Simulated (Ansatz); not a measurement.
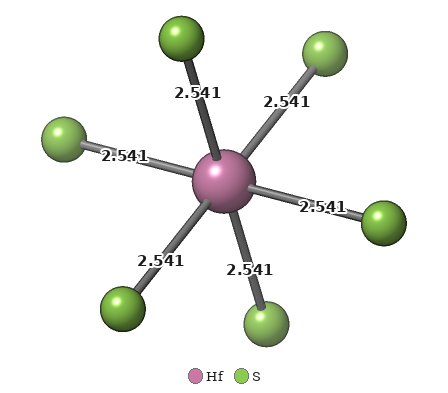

The surroundings of site Hf1 (at 0.000, 0.000, 0.000) in HfS$_{2}$ in space group P-3m1, with bond lengths in Å.

Source of the atomic positions: coordinates from a relaxation with DFT, PBE-D3(BJ), plane waves, PAW in Ansatz 0.2.0; the starting structure was generated, so it need not be a known form of this composition.

```
Hf S
1.0
     3.61040    0.00000    0.00000
    -1.80520    3.12670    0.00000
     0.00000    0.00000    5.76660
Hf S
1 2
Direct
  0.00000 0.00000 0.00000
  0.33333 0.66667 0.25204
  0.66667 0.33333 0.74796
```

Bond valence s = exp((R0 − d)/b), R0 fitted to published crystal structures with b = 0.37 Å; R0 in Å: Hf4+–S 2.397.

Calculate the bond-valence sum of Hf1 from the bonds drawn.

Answer. 6 × 0.678 = 4.07 v.u., against a formal valence of 4: a close match.

And over the whole structure?

Answer.
```csv
site,"x, y, z",formal valence,bond-valence sum,difference
Hf1,"0.000, 0.000, 0.000",+4,4.10,0.10
S1,"0.333, 0.667, 0.252",−2,2.05,0.05
```

These sums include all anions within 5 Å. The global instability index (root mean square of the differences over all atoms) is 0.07 v.u.: little strain. Cells relaxed with PBE tend to have slightly long bonds, which lowers the sums.
